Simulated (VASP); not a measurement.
# MoTe₂: geometry relaxation (part 1 of 3)

MoTe₂ (6 atoms in the cell), computed with Kohn-Sham DFT of a periodic cell, PBE with D3(BJ), VASP PAW PBE potentials, recommended, no spin polarisation (VASP 6.6.1).

The structure derives from an entry of the Crystallography Open Database.

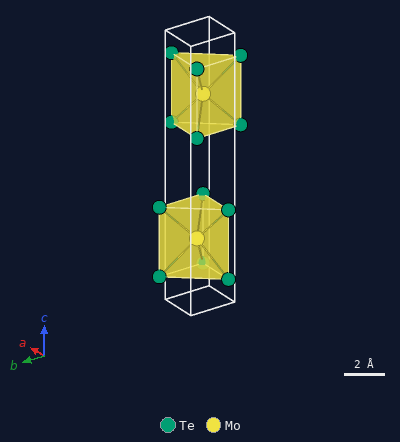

*The input geometry (polyhedral view of the cell of the calculation, seen at an oblique angle; polyhedra are completed across the faces of the cell).*

### INCAR
```
SYSTEM = Te2Mo
PREC     = Accurate       ! precision mode
ENCUT    = 600            ! plane-wave cutoff, eV
EDIFF    = 1E-6           ! SCF threshold, eV
ISMEAR   = 0              ! smearing method
SIGMA    = 0.03           ! smearing width, eV
LREAL    = .FALSE.        ! projectors in reciprocal space
LASPH    = .TRUE.         ! aspherical terms in the spheres
NELM     = 80             ! most SCF steps
ALGO     = Normal         ! electronic algorithm
ISIF     = 3              ! what is computed and relaxed
LWAVE    = .FALSE.        ! write WAVECAR
LCHARG   = .FALSE.        ! write CHGCAR
GGA      = PE             ! functional
IVDW     = 12             ! dispersion correction
IBRION   = 2              ! ionic algorithm
NSW      = 90             ! ionic steps
EDIFFG   = -0.01          ! ionic threshold
KPAR     = 2
```

### KPOINTS
```
regular mesh
0
G
  9 9 2
  0 0 0
```

### POSCAR
```
Te2Mo
1.0
    3.5182000000      0.0000000000      0.0000000000
   -1.7591000000      3.0468505800      0.0000000000
    0.0000000000      0.0000000000     13.9736000000
Te Mo
4 2
Direct
    0.3333333300      0.6666666700      0.6210000000
    0.6666666700      0.3333333300      0.1210000000
    0.3333333300      0.6666666700      0.8790000000
    0.6666666700      0.3333333300      0.3790000000
    0.3333333300      0.6666666700      0.2500000000
    0.6666666700      0.3333333300      0.7500000000
```

Launch command:
```bash
cat potpaw_PBE.64/Te/POTCAR potpaw_PBE.64/Mo_sv/POTCAR > POTCAR
mpirun -np 2 vasp_std > vasp.out
```

### OSZICAR
```
N       E                     dE             d eps       ncg     rms          rms(c)
DAV:   1     0.451105639321E+03    0.45111E+03   -0.29155E+04  1688   0.168E+03
DAV:   2    -0.101297382298E+02   -0.46124E+03   -0.45251E+03  1827   0.373E+02
DAV:   3    -0.365373879590E+02   -0.26408E+02   -0.25882E+02  1911   0.741E+01
DAV:   4    -0.372255776018E+02   -0.68819E+00   -0.68561E+00  1845   0.116E+01
DAV:   5    -0.372449046956E+02   -0.19327E-01   -0.19319E-01  1960   0.203E+00    0.218E+01
DAV:   6    -0.364747583634E+02    0.77015E+00   -0.89921E+00  1705   0.147E+01    0.897E+00
DAV:   7    -0.364042568369E+02    0.70502E-01   -0.86430E+00  1684   0.118E+01    0.638E+00
DAV:   8    -0.359926467409E+02    0.41161E+00   -0.17734E+00  1846   0.605E+00    0.316E+00
DAV:   9    -0.359922944786E+02    0.35226E-03   -0.25527E-01  1963   0.230E+00    0.125E+00
DAV:  10    -0.359866749145E+02    0.56196E-02   -0.45717E-02  1830   0.108E+00    0.333E-01
DAV:  11    -0.359869637097E+02   -0.28880E-03   -0.22958E-03  1846   0.251E-01    0.251E-01
DAV:  12    -0.359868773555E+02    0.86354E-04   -0.27908E-04  1713   0.833E-02    0.153E-01
DAV:  13    -0.359868477476E+02    0.29608E-04   -0.12438E-04  1861   0.594E-02    0.676E-02
DAV:  14    -0.359868486138E+02   -0.86620E-06   -0.10542E-05  1741   0.129E-02    0.516E-02
DAV:  15    -0.359868479125E+02    0.70131E-06   -0.17027E-06  1303   0.622E-03
   1 F= -.39206382E+02 E0= -.39206382E+02  d E =-.392064E+02
       N       E                     dE             d eps       ncg     rms          rms(c)
DAV:   1    -0.360557352908E+02   -0.68887E-01   -0.25221E+00  1597   0.116E+01    0.266E+00
DAV:   2    -0.359919640241E+02    0.63771E-01   -0.84834E-01  1710   0.501E+00    0.141E+00
DAV:   3    -0.359590226305E+02    0.32941E-01   -0.25998E-01  1702   0.194E+00    0.857E-01
DAV:   4    -0.359563497304E+02    0.26729E-02   -0.15572E-02  1657   0.653E-01    0.289E-01
DAV:   5    -0.359553453264E+02    0.10044E-02   -0.94590E-03  1737   0.496E-01    0.317E-01
DAV:   6    -0.359551879854E+02    0.15734E-03   -0.31129E-03  1943   0.213E-01    0.653E-02
DAV:   7    -0.359551298235E+02    0.58162E-04   -0.40606E-04  1863   0.101E-01    0.527E-02
DAV:   8    -0.359551275680E+02    0.22556E-05   -0.31604E-05  1621   0.270E-02    0.171E-02
DAV:   9    -0.359551281059E+02   -0.53799E-06   -0.35093E-06  1445   0.105E-02
   2 F= -.39216266E+02 E0= -.39216266E+02  d E =-.988355E-02
       N       E                     dE             d eps       ncg     rms          rms(c)
DAV:   1    -0.359544557848E+02    0.67178E-03   -0.36372E-01  1598   0.439E+00    0.998E-01
DAV:   2    -0.359454446118E+02    0.90112E-02   -0.12610E-01  1710   0.193E+00    0.543E-01
DAV:   3    -0.359404944531E+02    0.49502E-02   -0.38118E-02  1710   0.742E-01    0.320E-01
DAV:   4    -0.359401417528E+02    0.35270E-03   -0.21916E-03  1635   0.244E-01    0.107E-01
DAV:   5    -0.359399951721E+02    0.14658E-03   -0.13052E-03  1772   0.186E-01    0.117E-01
DAV:   6    -0.359399853110E+02    0.98611E-05   -0.40213E-04  1915   0.772E-02    0.224E-02
DAV:   7    -0.359399780208E+02    0.72902E-05   -0.48030E-05  1848   0.347E-02    0.203E-02
DAV:   8    -0.359399770792E+02    0.94164E-06   -0.36393E-06  1521   0.904E-03
   3 F= -.39217037E+02 E0= -.39217037E+02  d E =-.106547E-01
       N       E                     dE             d eps       ncg     rms          rms(c)
DAV:   1    -0.359451513404E+02   -0.51733E-02   -0.40381E-01  1516   0.273E+00    0.607E-01
DAV:   2    -0.359463457751E+02   -0.11944E-02   -0.20722E-02  1716   0.578E-01    0.235E-01
DAV:   3    -0.359462755870E+02    0.70188E-04   -0.45021E-03  1782   0.275E-01    0.247E-01
DAV:   4    -0.359460634722E+02    0.21211E-03   -0.81495E-04  1812   0.128E-01    0.131E-01
DAV:   5    -0.359460275437E+02    0.35929E-04   -0.19688E-04  1906   0.792E-02    0.220E-02
DAV:   6    -0.359460255881E+02    0.19556E-05   -0.84024E-06  1740   0.164E-02    0.222E-02
DAV:   7    -0.359460233815E+02    0.22066E-05   -0.21165E-06  1081   0.836E-03    0.425E-03
DAV:   8    -0.359460233794E+02    0.21128E-08   -0.20523E-07   870   0.268E-03
   4 F= -.39220219E+02 E0= -.39220219E+02  d E =-.318170E-02
       N       E                     dE             d eps       ncg     rms          rms(c)
DAV:   1    -0.359456630451E+02    0.36034E-03   -0.29583E-02  1516   0.738E-01    0.168E-01
DAV:   2    -0.359457541858E+02   -0.91141E-04   -0.14940E-03  1716   0.156E-01    0.623E-02
DAV:   3    -0.359457534236E+02    0.76224E-06   -0.30590E-04  1799   0.718E-02    0.650E-02
DAV:   4    -0.359457401477E+02    0.13276E-04   -0.56341E-05  1803   0.335E-02    0.346E-02
DAV:   5    -0.359457424348E+02   -0.22871E-05   -0.13550E-05  1905   0.209E-02    0.614E-03
DAV:   6    -0.359457426122E+02   -0.17744E-06   -0.51476E-07   891   0.431E-03
   5 F= -.39220711E+02 E0= -.39220711E+02  d E =-.367407E-02
       N       E                     dE             d eps       ncg     rms          rms(c)
DAV:   1    -0.359666593326E+02   -0.20917E-01   -0.11959E+00  1512   0.691E+00    0.144E+00
DAV:   2    -0.359486318490E+02    0.18027E-01   -0.33028E-01  1756   0.279E+00    0.114E+00
DAV:   3    -0.359361813721E+02    0.12450E-01   -0.68309E-02  1613   0.104E+00    0.267E-01
DAV:   4    -0.359352131560E+02    0.96822E-03   -0.83359E-03  1708   0.421E-01    0.241E-01
DAV:   5    -0.359349917489E+02    0.22141E-03   -0.12897E-03  1877   0.186E-01    0.255E-01
DAV:   6    -0.359350026704E+02   -0.10922E-04   -0.13815E-04  1805   0.559E-02    0.940E-02
DAV:   7    -0.359350050080E+02   -0.23377E-05   -0.34716E-05  1784   0.295E-02    0.376E-02
DAV:   8    -0.359350031635E+02    0.18446E-05   -0.38452E-06  1462   0.948E-03    0.226E-02
DAV:   9    -0.359350026337E+02    0.52984E-06   -0.33430E-07   870   0.297E-03
   6 F= -.39226447E+02 E0= -.39226447E+02  d E =-.573639E-02
       N       E                     dE             d eps       ncg     rms          rms(c)
DAV:   1    -0.360137537308E+02   -0.78751E-01   -0.39587E+00  1512   0.126E+01    0.257E+00
DAV:   2    -0.359530994603E+02    0.60654E-01   -0.10566E+00  1748   0.501E+00    0.207E+00
DAV:   3    -0.359135412439E+02    0.39558E-01   -0.21653E-01  1598   0.186E+00    0.490E-01
DAV:   4    -0.359103425764E+02    0.31987E-02   -0.26667E-02  1743   0.756E-01    0.427E-01
DAV:   5    -0.359096188876E+02    0.72369E-03   -0.44076E-03  1841   0.346E-01    0.452E-01
DAV:   6    -0.359096424779E+02   -0.23590E-04   -0.55764E-04  1872   0.109E-01    0.161E-01
DAV:   7    -0.359096435827E+02   -0.11048E-05   -0.13728E-04  1809   0.592E-02    0.700E-02
DAV:   8    -0.359096397599E+02    0.38228E-05   -0.12448E-05  1601   0.175E-02    0.409E-02
DAV:   9    -0.359096384155E+02    0.13444E-05   -0.11089E-06  1011   0.527E-03    0.209E-02
DAV:  10    -0.359096378822E+02    0.53325E-06   -0.73855E-07   858   0.378E-03
   7 F= -.39231612E+02 E0= -.39231612E+02  d E =-.109010E-01
       N       E                     dE             d eps       ncg     rms          rms(c)
DAV:   1    -0.359077891435E+02    0.18493E-02   -0.15968E-01  1512   0.254E+00    0.526E-01
DAV:   2    -0.359054144416E+02    0.23747E-02   -0.45243E-02  1763   0.103E+00    0.427E-01
DAV:   3    -0.359037008785E+02    0.17136E-02   -0.91694E-03  1628   0.383E-01    0.962E-02
DAV:   4    -0.359035813165E+02    0.11956E-03   -0.11311E-03  1784   0.152E-01    0.905E-02
DAV:   5    -0.359035471834E+02    0.34133E-04   -0.19129E-04  1878   0.706E-02    0.959E-02
DAV:   6    -0.359035503542E+02   -0.31708E-05   -0.20131E-05  1657   0.208E-02    0.333E-02
DAV:   7    -0.359035507573E+02   -0.40302E-06   -0.48365E-06  1420   0.114E-02
   8 F= -.39231738E+02 E0= -.39231738E+02  d E =-.110267E-01
       N       E                     dE             d eps       ncg     rms          rms(c)
DAV:   1    -0.359047749935E+02   -0.12246E-02   -0.48805E-03  1512   0.445E-01    0.985E-02
DAV:   2    -0.359047031515E+02    0.71842E-04   -0.13894E-03  1763   0.181E-01    0.705E-02
DAV:   3    -0.359046501448E+02    0.53007E-04   -0.30397E-04  1629   0.695E-02    0.198E-02
DAV:   4    -0.359046454510E+02    0.46938E-05   -0.34764E-05  1684   0.279E-02    0.146E-02
DAV:   5    -0.359046442046E+02    0.12465E-05   -0.53144E-06  1415   0.118E-02    0.155E-02
DAV:   6    -0.359046438812E+02    0.32338E-06   -0.45663E-07   793   0.374E-03
   9 F= -.39231739E+02 E0= -.39231739E+02  d E =-.110277E-01
       N       E                     dE             d eps       ncg     rms          rms(c)
DAV:   1    -0.359061342037E+02   -0.14900E-02   -0.79649E-03  1488   0.523E-01    0.128E-01
DAV:   2    -0.359061146240E+02    0.19580E-04   -0.90423E-04  1748   0.155E-01    0.377E-02
DAV:   3    -0.359060947872E+02    0.19837E-04   -0.47117E-04  1635   0.798E-02    0.595E-02
DAV:   4    -0.359060808674E+02    0.13920E-04   -0.42688E-05  1716   0.321E-02    0.228E-02
DAV:   5    -0.359060758507E+02    0.50167E-05   -0.32920E-05  1842   0.301E-02    0.636E-03
DAV:   6    -0.359060750133E+02    0.83737E-06   -0.12499E-06   964   0.692E-03
  10 F= -.39231694E+02 E0= -.39231694E+02  d E =0.450289E-04
       N       E                     dE             d eps       ncg     rms          rms(c)
DAV:   1    -0.359051070175E+02    0.96883E-03   -0.39934E-03  1488   0.371E-01    0.929E-02
DAV:   2    -0.359050970593E+02    0.99582E-05   -0.47382E-04  1741   0.112E-01    0.275E-02
DAV:   3    -0.359050887382E+02    0.83210E-05   -0.25126E-04  1643   0.585E-02    0.424E-02
DAV:   4    -0.359050823295E+02    0.64087E-05   -0.22987E-05  1718   0.236E-02    0.159E-02
DAV:   5    -0.359050820992E+02    0.23029E-06   -0.16347E-05  1813   0.213E-02    0.431E-03
DAV:   6    -0.359050824156E+02   -0.31635E-06   -0.61477E-07   842   0.492E-03
  11 F= -.39231747E+02 E0= -.39231747E+02  d E =-.881573E-05
```

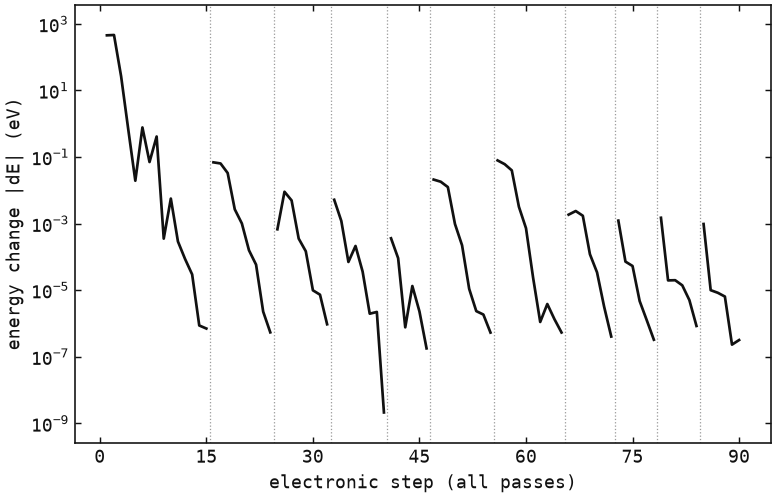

*Convergence of the self-consistent field: energy change |dE| against the electronic step. Each stretch between dotted lines is the SCF of one geometry step of a relaxation.*

The 11 ionic steps take 6 to 15 electronic steps each. The density is held fixed in the first few steps, and dE rises again when its update begins.

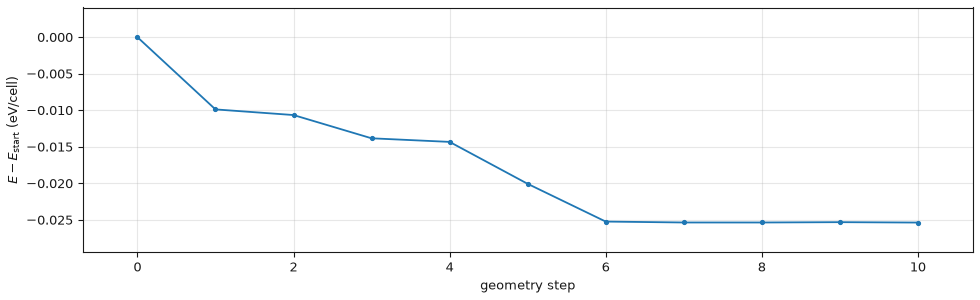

*Progress of the relaxation, step by step (steps are counted from 0).*

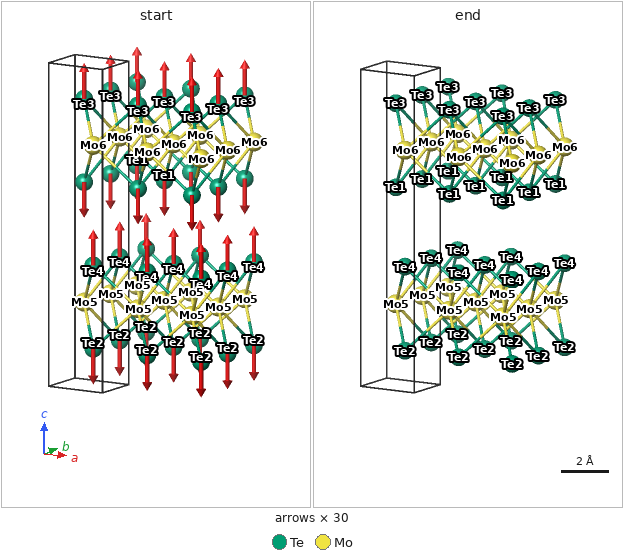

*Before (left) and after (right) the relaxation, at one scale (ball-and-stick view of the cell of the calculation, repeated 3 × 3 × 1, seen slightly off an axis). The red arrows give the displacements (without the part carried along by the change of the cell), magnified 30 times.*

The largest moves relative to the cell, 0.051 Å, are those of Te1, Te2, Te3 and Te4. Mo stays in place. The drawn cell changes as follows: a = b 3.518 → 3.496 Å (−0.6 %), c 13.974 → 13.695 Å (−2.0 %); the volume changes by −3.2 %. The space group stays P6_3/mmc (No. 194). The energy falls by 25.4 meV per cell of the calculation in 10 geometry steps. Largest force component: 0.18 eV/Å at the start, 0.0027 eV/Å at the end. (Atoms are counted from 1 in the order of the input.)

### Parts of OUTCAR
```
SYSTEM = Te2Mo
   PREC = Accurate
   ENCUT = 600
   EDIFF = 1E-6
   ISMEAR = 0
   LREAL = .FALSE.
   LASPH = .TRUE.
   NELM = 80
   ISIF = 3
   GGA = PE
   IVDW = 12
   IBRION = 2
   NSW = 90
   EDIFFG = -0.01
 IVDW          = 12
 VDW_S6        =  1.00000000  s6, scaling of the dipole-dipole dispersion
 VDW_S8        =  0.78750002  s8, scaling of the dipole-quadrupole dispersion
 VDW_A1        =  0.42890000  a1, scaling of the critical radii
 VDW_A2        =  4.44070005  a2, offset of the critical radii
 VDW_RADIUS    = 50.20216178  two-body interaction cutoff (in Angstroms)
 VDW_CNRADIUS  = 21.16708996  CN, coordination number cutoff (in Angstroms)

 ion  position               nearest neighbor table
   1  0.333  0.667  0.621-   6 2.72   6 2.72   6 2.72   3 3.61
   2  0.667  0.333  0.121-   5 2.72   5 2.72   5 2.72   4 3.61
   3  0.333  0.667  0.879-   6 2.72   6 2.72   6 2.72   1 3.61
   4  0.667  0.333  0.379-   5 2.72   5 2.72   5 2.72   2 3.61
   5  0.333  0.667  0.250-   2 2.72   4 2.72   2 2.72   4 2.72   2 2.72   4 2.72
   6  0.667  0.333  0.750-   1 2.72   3 2.72   1 2.72   3 2.72   1 2.72   3 2.72

  LATTYP: Found a hexagonal cell.
 ALAT       =     3.5182000000
 C/A-ratio  =     3.9718037633

  Lattice vectors:

 A1 = (   3.5182000000,   0.0000000000,   0.0000000000)
 A2 = (  -1.7591000000,   3.0468505800,   0.0000000000)
 A3 = (   0.0000000000,   0.0000000000,  13.9736000000)

Analysis of symmetry for initial positions (statically):
=====================================================================
 Subroutine PRICEL returns:
 Original cell was already a primitive cell.

 Routine SETGRP: Setting up the symmetry group for a
 hexagonal supercell.

 Subroutine GETGRP returns: Found 24 space group operations
 (whereof 12 operations were pure point group operations)
 out of a pool of 24 trial point group operations.

The static configuration has the point symmetry D_3d.
 The point group associated with its full space group is D_6h.

Analysis of symmetry for dynamics (positions and initial velocities):
=====================================================================
 Subroutine PRICEL returns:
 Original cell was already a primitive cell.

 Routine SETGRP: Setting up the symmetry group for a
 hexagonal supercell.

 Subroutine GETGRP returns: Found 24 space group operations
 (whereof 12 operations were pure point group operations)
 out of a pool of 24 trial point group operations.

The dynamic configuration has the point symmetry D_3d.
 The point group associated with its full space group is D_6h.

 Subroutine INISYM returns: Found 24 space group operations
 (whereof 12 operations are pure point group operations),
 and found     1 'primitive' translations

----------------------------------------------------------------------------------------

                                     Primitive cell

  volume of cell :     149.7890

  direct lattice vectors                    reciprocal lattice vectors
     3.518200000  0.000000000  0.000000000     0.284236257  0.164103879  0.000000000
    -1.759100000  3.046850580  0.000000000     0.000000000  0.328207759  0.000000000
     0.000000000  0.000000000 13.973600000     0.000000000  0.000000000  0.071563520

  length of vectors
     3.518200000  3.518200004 13.973600000     0.328207759  0.328207759  0.071563520

  position of ions in fractional coordinates (direct lattice)
     0.333333330  0.666666670  0.621000000
     0.666666670  0.333333330  0.121000000
     0.333333330  0.666666670  0.879000000
     0.666666670  0.333333330  0.379000000
     0.333333330  0.666666670  0.250000000
     0.666666670  0.333333330  0.750000000

  ion indices of the primitive-cell ions
   primitive index   ion index
                 1           1
                 2           2
                 3           3
                 4           4
                 5           5
                 6           6

----------------------------------------------------------------------------------------

 KPOINTS: regular mesh
```
